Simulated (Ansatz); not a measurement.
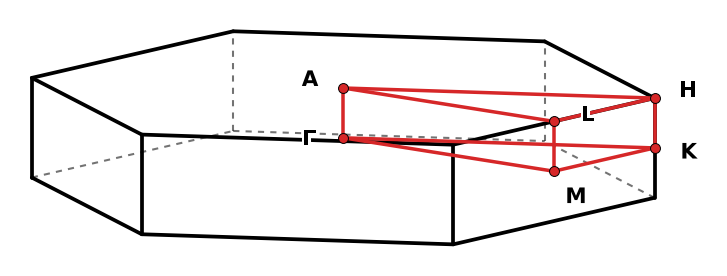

The figure shows the first Brillouin zone with its special points and a band path. Crystal: WS2, coordinates from a relaxation with Ansatz 0.2.0, DFT PBE, scalar-relativistic, plane waves, PAW. The drawing is computed from the coordinates (standard cell, symmetry found to 0.002 Å).

Labels and path follow the convention of Hinuma et al. (2017), as computed by seekpath.

Q: Name the Bravais lattice of the crystal.

A: A primitive hexagonal lattice (hP; extended symbol hP2). The zone is a hexagonal prism in its combinatorial type: 8 faces (6 with 4 edges, 2 with 6 edges), 18 edges, 12 vertices.

Q: In which order does the conventional band path visit the special points?

A: Γ–M–K–Γ–A–L–H–A | L–M | H–K
